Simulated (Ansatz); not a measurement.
B$_{24}$HN$_{23}$: geometry relaxation (part 3 of 3)

The same run, continued: B$_{24}$HN$_{23}$ (defect cell, 48 atoms in the cell); DFT PBE, scalar-relativistic, plane waves, PAW, spin-polarised (Ansatz 0.2.0); cutoff 420 eV, 2×2×2 k-mesh, Gaussian smearing of 0.05 eV, collinear spins. The structure derives from an entry of the Crystallography Open Database.

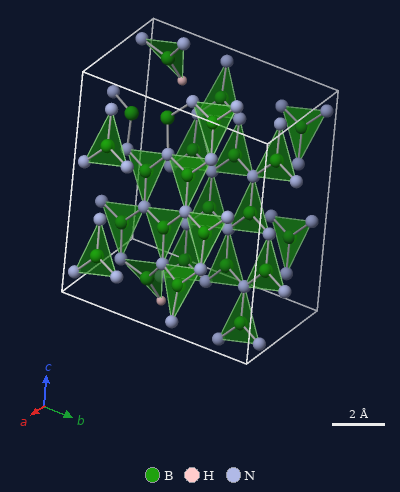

Figure 1. The geometry at step 26 of the log (polyhedral view of the cell of the calculation, seen slightly off an axis; polyhedra are completed across the faces of the cell).

### The program's output, continued
```
--- Forces (eV/Å), atoms counted from 1 ---
  atom   1  B     -0.00072987    -0.00510559    -0.00365467
  atom   2  B     -0.00100031     0.00046703     0.00513725
  atom   3  B     -0.00539459     0.00033717     0.00329021
  atom   4  B      0.00416233    -0.00183528    -0.01691002
  atom   5  B      0.00105663     0.00068282     0.00718327
  atom   6  B      0.00265784     0.00615833     0.00163895
  atom   7  B      0.00164493     0.00318019    -0.00463498
  atom   8  B      0.00235985    -0.00054747    -0.00201046
  atom   9  B     -0.00432592    -0.00110657    -0.00717235
  atom  10  B      0.00053220    -0.00017185     0.00124751
  atom  11  B      0.00497695    -0.00673412    -0.01864394
  atom  12  B      0.00063298     0.00084146    -0.01014366
  atom  13  B     -0.00342312    -0.01722559    -0.01203108
  atom  14  B      0.00149516    -0.00038102    -0.00671825
  atom  15  B     -0.02154478    -0.00258127     0.00742139
  atom  16  B      0.00351531    -0.00558456     0.00583452
  atom  17  B      0.00138139    -0.00435954    -0.00434914
  atom  18  B      0.00633261     0.00896036    -0.00559343
  atom  19  B      0.00228214     0.00766000     0.00211404
  atom  20  B     -0.00128585     0.00417869    -0.00485615
  atom  21  B      0.01122354    -0.00263708     0.00448869
  atom  22  B     -0.00369832    -0.00325195    -0.00934739
  atom  23  B      0.00114908     0.00182114     0.00453780
  atom  24  B     -0.00841161    -0.00319209     0.02331123
  atom  25  H     -0.00696385    -0.00358149     0.00146616
  atom  26  N     -0.00147891     0.00323577    -0.00093193
  atom  27  N      0.00196365     0.00424770     0.00143458
  atom  28  N     -0.00284509    -0.00078423     0.00610503
  atom  29  N     -0.00252623    -0.00140056    -0.00101759
  atom  30  N      0.00318943     0.00289732    -0.00128033
  atom  31  N     -0.00284062    -0.00499113    -0.00135173
  atom  32  N      0.00113307    -0.00100851     0.00570889
  atom  33  N      0.00012842    -0.00165070     0.00103605
  atom  34  N      0.01372526    -0.00074319    -0.01109260
  atom  35  N      0.00189800     0.00723622     0.00131942
  atom  36  N      0.00063459     0.01013915    -0.00985396
  atom  37  N     -0.00093029     0.00269070     0.01018801
  atom  38  N      0.00057483     0.00022822    -0.00353220
  atom  39  N      0.00154123    -0.00016056     0.00321884
  atom  40  N      0.00446595     0.00648140     0.00387002
  atom  41  N      0.00093209    -0.00067395    -0.00270183
  atom  42  N     -0.00167485    -0.00058711     0.00599121
  atom  43  N     -0.00058844     0.00089068     0.00261828
  atom  44  N     -0.00164523    -0.00219273     0.00156272
  atom  45  N      0.00005918    -0.00086207     0.00661142
  atom  46  N     -0.00469289     0.00198479     0.00370562
  atom  47  N     -0.00087426    -0.00029641     0.01216253
  atom  48  N      0.00123006    -0.00067129     0.00462794
  max |Σ_I F_I| component: 3.85e-6 eV/Å
--- Relaxed structure (26 steps of the walk, 22 accepted, 0 SCFs on fresh bases) ---
  F+E_penalty+E_count = -12643.17825131 eV   max|allowed force component| = 2.331e-2 eV/Å
  atoms:
    - { symbol: B, position: [0.7100582709191872, 0.9570158771536832, 0.840065712267562] }
    - { symbol: B, position: [0.20249960673368736, 0.4645166963699303, 0.8405580091964895] }
    - { symbol: B, position: [0.37710165640900867, 0.6230837754599372, 0.6735374982335746] }
    - { symbol: B, position: [0.8759386275977619, 0.124573779046524, 0.6733963326495741] }
    - { symbol: B, position: [0.04404779639456696, 0.2896874418723122, 0.5068942790696995] }
    - { symbol: B, position: [0.5450263122630492, 0.7885383127147008, 0.5066376754830315] }
    - { symbol: B, position: [0.7104248729994784, 0.9562973426749426, 0.3398781621544964] }
    - { symbol: B, position: [0.2089450512171278, 0.45793753089087164, 0.3400579602103294] }
    - { symbol: B, position: [0.36905168098810814, 0.6309254805279965, 0.1733592112355475] }
    - { symbol: B, position: [0.8761993031259956, 0.12390040886950276, 0.1732601247605597] }
    - { symbol: B, position: [0.03579021242778019, 0.2980349071401508, 0.0068779277861927834] }
    - { symbol: B, position: [0.5403458613646406, 0.7932814466358671, 0.0066294794303125015] }
    - { symbol: B, position: [0.6189526604292275, 0.3343183447721291, 0.8092053918853989] }
    - { symbol: B, position: [0.13180855714708223, 0.8757875167506686, 0.8258469876920248] }
    - { symbol: B, position: [0.33301051146983823, 0.04749030012215161, 0.6659441282532099] }
    - { symbol: B, position: [0.8012293747766441, 0.5340571321591847, 0.6579285357627654] }
    - { symbol: B, position: [0.9755359013930126, 0.7092279361328336, 0.49535723688777744] }
    - { symbol: B, position: [0.46763259685377767, 0.19934548832372143, 0.486573035675094] }
    - { symbol: B, position: [0.630720318008934, 0.3755293591762486, 0.32624885549399507] }
    - { symbol: B, position: [0.1322171750625692, 0.8664170032611922, 0.32377501704819794] }
    - { symbol: B, position: [0.2906136630886028, 0.03690690704752167, 0.15657208250559987] }
    - { symbol: B, position: [0.7908535057243411, 0.5354145345086041, 0.15553716981794846] }
    - { symbol: B, position: [0.9567508530610871, 0.6922915868783024, -0.013533078291534939] }
    - { symbol: B, position: [0.4253310263524648, 0.2417836616330535, 0.002431434223737594] }
    - { symbol: H, position: [0.36216055842207806, 0.30539873818159535, 0.9058400985795055] }
    - { symbol: N, position: [0.9651049659156279, 0.7021851560307724, 0.8238865025584359] }
    - { symbol: N, position: [0.15294568440228923, 0.8805606765876244, 0.6647932845364726] }
    - { symbol: N, position: [0.6343493976039957, 0.36137897466494706, 0.6548423282139938] }
    - { symbol: N, position: [0.8044840631399686, 0.5400441827497691, 0.49352025176512654] }
    - { symbol: N, position: [0.305362778462024, 0.0327859895645001, 0.4904848570337783] }
    - { symbol: N, position: [0.46143169968883413, 0.20548246390201672, 0.3226232483576866] }
    - { symbol: N, position: [0.9651033011827049, 0.7014787190828274, 0.32374073534765185] }
    - { symbol: N, position: [0.12516807533091784, 0.8641653313296456, 0.1548105134710899] }
    - { symbol: N, position: [0.6188172159345559, 0.3819123445510385, 0.15981984500220386] }
    - { symbol: N, position: [0.7850605620952975, 0.515137848389585, -0.018515690898929626] }
    - { symbol: N, position: [0.2848256942025183, 0.04833315853925581, -0.007201576295548948] }
    - { symbol: N, position: [0.8746078751758726, 0.12600349920753878, 0.8400599955315404] }
    - { symbol: N, position: [0.3725647756025392, 0.6274437163776567, 0.8400591525123171] }
    - { symbol: N, position: [0.5461163832032879, 0.7874089307422946, 0.6733366598577574] }
    - { symbol: N, position: [0.04096538592682633, 0.2930711019202382, 0.6736152715654743] }
    - { symbol: N, position: [0.21146656488424434, 0.4555037366551895, 0.506747357464399] }
    - { symbol: N, position: [0.7121497935525527, 0.9549563765928604, 0.5067090267633907] }
    - { symbol: N, position: [0.8783339525318814, 0.12194846039249119, 0.3400465974302287] }
    - { symbol: N, position: [0.37496477665608224, 0.6252913170164487, 0.3400007013186368] }
    - { symbol: N, position: [0.5398018256002365, 0.7936146944146517, 0.1733022727789153] }
    - { symbol: N, position: [0.04033268134137952, 0.29323799961365143, 0.17341643159690862] }
    - { symbol: N, position: [0.1948683955854981, 0.4719877442390684, 0.007378244112125787] }
    - { symbol: N, position: [0.7093306719508122, 0.9574631658323013, 0.006631325865253057] }
--- Löwdin populations: 48 sites ---
  site symbol       q [e]    m [muB]
     0      B      2.6032    -0.0000
     1      B      2.6097     0.0000
     2      B      2.6023    -0.0000
     3      B      2.6058    -0.0000
     4      B      2.6044    -0.0000
     5      B      2.6055    -0.0000
     6      B      2.6046    -0.0000
     7      B      2.6070    -0.0000
     8      B      2.6056     0.0000
     9      B      2.6028    -0.0000
    10      B      2.6030     0.0000
    11      B      2.6031    -0.0000
    12      B      2.7579    -0.0000
    13      B      2.5992     0.0000
    14      B      2.7589     0.0000
    15      B      2.6077    -0.0000
    16      B      2.6008     0.0000
    17      B      2.5957     0.0000
    18      B      2.6026     0.0000
    19      B      2.6084     0.0000
    20      B      2.6024     0.0000
    21      B      2.5996     0.0000
    22      B      2.5975    -0.0000
    23      B      2.7803     0.0000
    24      H      0.9701    -0.0000
    25      N      5.3352     0.0000
    26      N      5.3295    -0.0000
    27      N      5.3262     0.0000
    28      N      5.3395    -0.0000
    29      N      5.3258    -0.0000
    30      N      5.3400    -0.0000
    31      N      5.3352    -0.0000
    32      N      5.3390    -0.0000
    33      N      5.3302    -0.0000
    34      N      5.3294     0.0000
    35      N      5.3303    -0.0000
    36      N      5.3355     0.0000
    37      N      5.3374     0.0000
    38      N      5.3366     0.0000
    39      N      5.3376    -0.0000
    40      N      5.3386     0.0000
    41      N      5.3378     0.0000
    42      N      5.3387     0.0000
    43      N      5.3379     0.0000
    44      N      5.3379     0.0000
    45      N      5.3378     0.0000
    46      N      5.3362    -0.0000
    47      N      5.3372     0.0000
  spilling = 0.007194 (of n_electrons = 188.000000)
settings of this run that can trade accuracy for cost: output.eigenvalues: false. Do not mix this run's numbers with those of runs without the same settings; the input reference describes each key
```

### Trajectory as extended XYZ (Å, eV, eV/Å), 2 of the 26 frames kept, from step=1 to step=26
```
48
Lattice="3.7474 -2.1635 -6.6357 3.7474 -2.1635 6.6357 -7.4947 -4.3271 0.0000" Properties=species:S:1:pos:R:3:forces:R:3 step=1 energy=-12639.20804
B     0.0000   -7.2118    1.6589   -0.0022  -0.0147   0.1234
B    -3.7474   -5.0483    1.6589   -0.0214  -0.0217  -0.1228
B    -1.2491   -5.0483    1.6589    0.0024  -0.0107  -0.0105
B    -1.2491   -5.0483   -4.9768   -0.0244  -0.0158  -0.0456
B    -2.4982   -2.8847    1.6589    0.0036   0.0038  -0.0039
B     1.2491   -5.0483    1.6589   -0.0121   0.0026   0.0022
B     3.7474   -5.0483    1.6589    0.0053  -0.0037   0.0233
B     0.0000   -2.8847    1.6589    0.0058   0.0320  -0.0124
B     2.4982   -2.8847    1.6589   -0.0122   0.0333  -0.0090
B     2.4982   -2.8847   -4.9768    0.0277   0.0116   0.0178
B     1.2491   -0.7212    1.6589   -0.0028  -0.0087  -0.0407
B     4.9965   -2.8847    1.6589    0.0289  -0.0044   0.0449
B    -2.4758   -5.7670   -1.6874    1.1523   0.7742   0.2933
B    -2.5073   -5.7530    4.9420    0.4711   0.0063   0.5706
B    -3.7278   -3.6629   -1.6849    0.0017   1.4488  -0.0774
B     0.0000   -5.7694   -1.6589   -0.0935   0.0428   0.2315
B     2.4982   -5.7694   -1.6589    0.5046   0.0098   0.1513
B    -1.2745   -3.6394   -1.6648    1.1445   1.6404   0.1798
B     1.2491   -3.6059   -1.6589   -1.8767  -0.9525   0.0003
B     1.2491   -3.6059    4.9768   -0.3822  -0.5125  -0.0456
B     0.0000   -1.4424   -1.6589   -0.5867  -0.2642  -0.0346
B     3.7207   -3.5958   -1.6188    0.7424  -1.0628  -0.6545
B     6.2456   -3.6059   -1.6589   -0.1869   0.2295  -0.1040
B     2.5476   -1.4197   -1.6734   -5.0238  -1.6589   0.0712
H    -3.7531   -5.0768   -1.6663   -0.2040  -0.1740   0.0390
N     0.0000   -7.2118   -1.6589   -0.5543   0.7349  -0.2056
N    -1.2157   -5.0517    5.0099   -1.0074  -1.9924  -0.4578
N    -1.2796   -5.0552   -1.6165    1.6097  -0.2023  -0.3173
N     1.2491   -5.0483   -1.6589   -0.4264  -0.6703  -0.0588
N    -2.5302   -2.9267   -1.6725    1.3254   0.6162  -0.0239
N     0.0000   -2.8847   -1.6589   -0.9480  -0.5893  -0.0402
N     3.7474   -5.0483   -1.6589    0.2523   0.0827   0.2137
N     2.4982   -2.8847    4.9768   -0.7460  -0.0406   0.0536
N     2.4599   -2.9616   -1.6627    2.4053   4.4366   0.1525
N     4.9797   -2.8547   -1.6821   -0.9484  -0.6172   0.2171
N     1.1873   -0.6835   -1.6652    3.4053  -1.2635  -0.1365
N    -2.4982   -5.7694   -4.9768    0.0255   0.0012  -0.0062
N    -2.4982   -5.7694    1.6589    0.0178  -0.0039   0.0443
N     0.0000   -5.7694    1.6589   -0.0027   0.0326  -0.0550
N    -3.7474   -3.6059    1.6589    0.0021   0.0222   0.0605
N    -1.2491   -3.6059    1.6589   -0.0089  -0.0035   0.0143
N     2.4982   -5.7694    1.6589    0.0064   0.0037   0.0133
N     1.2491   -3.6059   -4.9768   -0.0125  -0.0095  -0.0191
N     1.2491   -3.6059    1.6589    0.0056  -0.0146   0.0137
N     3.7474   -3.6059    1.6589   -0.0015  -0.0071  -0.0353
N     0.0000   -1.4424    1.6589   -0.0088  -0.0093   0.0036
N     2.4982   -1.4424    1.6589   -0.0133  -0.0211   0.0900
N     6.2456   -3.6059    1.6589   -0.0391  -0.0155  -0.1084
48
Lattice="3.7474 -2.1635 -6.6357 3.7474 -2.1635 6.6357 -7.4947 -4.3271 0.0000" Properties=species:S:1:pos:R:3:forces:R:3 step=26 energy=-12643.17825
B    -0.0489   -7.2418    1.6387   -0.0007  -0.0051  -0.0037
B    -3.8002   -5.0803    1.7387   -0.0010   0.0005   0.0051
B    -1.2999   -5.0784    1.6323   -0.0054   0.0003   0.0033
B    -1.2976   -5.0785   -4.9858    0.0042  -0.0018  -0.0169
B    -2.5484   -2.9154    1.6300    0.0011   0.0007   0.0072
B     1.2002   -5.0775    1.6159    0.0027   0.0062   0.0016
B     3.6985   -5.0767    1.6315    0.0016   0.0032  -0.0046
B    -0.0496   -2.9143    1.6522    0.0024  -0.0005  -0.0020
B     2.4480   -2.9136    1.7377   -0.0043  -0.0011  -0.0072
B     2.4492   -2.9135   -4.9920    0.0005  -0.0002   0.0012
B     1.1994   -0.7520    1.7402    0.0050  -0.0067  -0.0186
B     4.9479   -2.9140    1.6784    0.0006   0.0008  -0.0101
B    -2.4925   -5.5639   -1.8887   -0.0034  -0.0172  -0.0120
B    -2.4137   -5.7535    4.9368    0.0015  -0.0004  -0.0067
B    -3.5652   -3.7048   -1.8946   -0.0215  -0.0026   0.0074
B     0.0728   -5.7359   -1.7729    0.0035  -0.0056   0.0058
B     2.6009   -5.7885   -1.7671    0.0014  -0.0044  -0.0043
B    -1.1473   -3.5485   -1.7803    0.0063   0.0090  -0.0056
B     1.3256   -3.5888   -1.6934    0.0023   0.0077   0.0021
B     1.3156   -3.5616    4.8719   -0.0013   0.0042  -0.0049
B     0.0539   -1.3861   -1.6835    0.0112  -0.0026   0.0045
B     3.8043   -3.5425   -1.6950   -0.0037  -0.0033  -0.0093
B     6.2810   -3.5092   -1.7549    0.0011   0.0018   0.0045
B     2.4817   -1.4539   -1.2180   -0.0084  -0.0032   0.0233
H    -4.2874   -5.3639   -0.3767   -0.0070  -0.0036   0.0015
N     0.0731   -7.1723   -1.7447   -0.0015   0.0032  -0.0009
N    -1.1095   -5.1126    4.8282    0.0020   0.0042   0.0014
N    -1.1765   -4.9879   -1.8114   -0.0028  -0.0008   0.0061
N     1.3396   -5.0444   -1.7547   -0.0025  -0.0014  -0.0010
N    -2.4089   -2.8540   -1.8087    0.0032   0.0029  -0.0013
N     0.0812   -2.8389   -1.6984   -0.0028  -0.0050  -0.0014
N     3.8189   -5.0066   -1.7493    0.0011  -0.0010   0.0057
N     2.5471   -2.8103    4.9038    0.0001  -0.0017   0.0010
N     2.5523   -2.8567   -1.5720    0.0137  -0.0007  -0.0111
N     5.0111   -2.7329   -1.7911    0.0019   0.0072   0.0013
N     1.3024   -0.6896   -1.5693    0.0006   0.0101  -0.0099
N    -2.5464   -5.7999   -4.9675   -0.0009   0.0027   0.0102
N    -2.5486   -5.7986    1.6913    0.0006   0.0002  -0.0035
N    -0.0493   -5.7987    1.6011    0.0015  -0.0002   0.0032
N    -3.7968   -3.6375    1.6729    0.0045   0.0065   0.0039
N    -1.2986   -3.6358    1.6194    0.0009  -0.0007  -0.0027
N     2.4496   -5.7994    1.6112   -0.0017  -0.0006   0.0060
N     1.1999   -3.6356   -5.0191   -0.0006   0.0009   0.0026
N     1.2001   -3.6353    1.6611   -0.0016  -0.0022   0.0016
N     3.6979   -3.6348    1.6842    0.0001  -0.0009   0.0066
N    -0.0497   -1.4721    1.6782   -0.0047   0.0020   0.0037
N     2.4437   -1.4747    1.8389   -0.0009  -0.0003   0.0122
N     6.1964   -3.6349    1.6465    0.0012  -0.0007   0.0046
```

### Key numbers

- outcome: converged
- electrons treated: 188
- free energy: −12643.1783 eV
- Fermi energy: 6.654 eV
- net moment of the cell: 0.00 μB
- integrated absolute moment: 0.00 μB
- final volume: 430.39 Å³
- largest force (length of the vector) at the end: 0.025 eV/Å
- hardware: 4 threads of Arm Neoverse V2, 24 GiB of memory available, shared host
- wall time: 6.4 min (CPU time 25 min)
- peak memory: 2 GiB

### Notes

The electronic state found may not be the lowest one. Notes on the run: a screening estimate came out negative during mixing; some starting moments were not kept.
